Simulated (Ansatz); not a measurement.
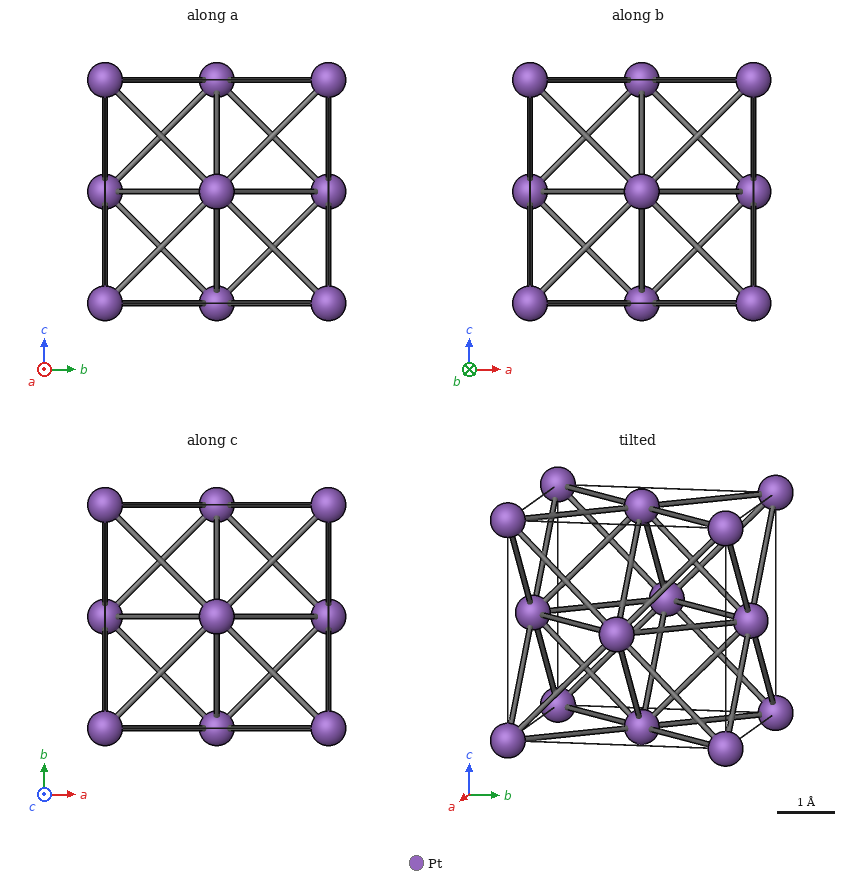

Structure drawing (ball-and-stick), viewed along the a axis, along the b axis, along the c axis and slightly off an axis. The frame is the conventional unit cell; atoms at its boundary are shown with their periodic copies.

Lattice parameters: a = 3.9700 Å, b = 3.9700 Å, c = 3.9700 Å, α = 90.000°, β = 90.000°, γ = 90.000°.

### Express the structure as a CIF in P1 with every atom of the cell.

```cif
data_structure
_symmetry_space_group_name_H-M 'P 1'
_symmetry_Int_Tables_number 1
_cell_length_a 3.9700
_cell_length_b 3.9700
_cell_length_c 3.9700
_cell_angle_alpha 90.000
_cell_angle_beta 90.000
_cell_angle_gamma 90.000
_cell_volume 62.57
loop_
_atom_site_label
_atom_site_type_symbol
_atom_site_fract_x
_atom_site_fract_y
_atom_site_fract_z
_atom_site_occupancy
Pt1 Pt 0.5000 0.5000 0.0000 1
Pt2 Pt 0.5000 0.0000 0.5000 1
Pt3 Pt 0.0000 0.5000 0.5000 1
Pt4 Pt 0.0000 0.0000 0.0000 1
```

The cell started as a structure type filled with this element by a generator (whether the element takes this form wasn't checked). Relaxation method: DFT PBE, scalar-relativistic, plane waves, PAW (Ansatz).
